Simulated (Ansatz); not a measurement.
AlN (space group F-43m, No. 216). Coordinates: the input geometry of an electronic-structure calculation (not necessarily at equilibrium); the starting structure was generated, so it need not be a known form of this composition.

```
Al N
1.0
     4.36975    0.00000    0.00000
     0.00000    4.36975    0.00000
     0.00000    0.00000    4.36975
Al N
4 4
Cartesian
  0.0000 0.0000 0.0000
  0.0000 2.1849 2.1849
  2.1849 0.0000 2.1849
  2.1849 2.1849 0.0000
  1.0924 1.0924 3.2773
  1.0924 3.2773 1.0924
  3.2773 1.0924 1.0924
  3.2773 3.2773 3.2773
```

Bonds are taken as Al–N below 2.1 Å; no other contact counts. The graph is simplified in the usual way: terminal and isolated atoms are pruned, two-connected atoms become edges.

Derive the underlying net.

The result is a uninodal 4-connected, three-periodic net: Al and N are 4-connected nodes. It is the dia net, known from diamond, zinc blende and cristobalite. It is a single net, without interpenetration.

```
    node  links  point symbol             coordination sequence
Al and N      4           6^6  4 12 24 42 64 92 124 162 204 252
```

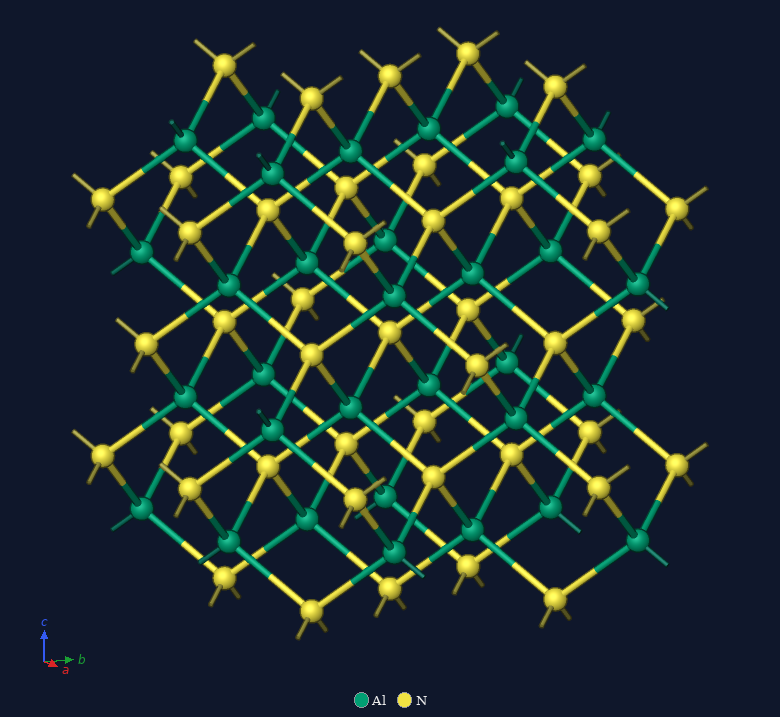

Nodes are coloured by element. Edges to nodes outside the piece are drawn as stubs.
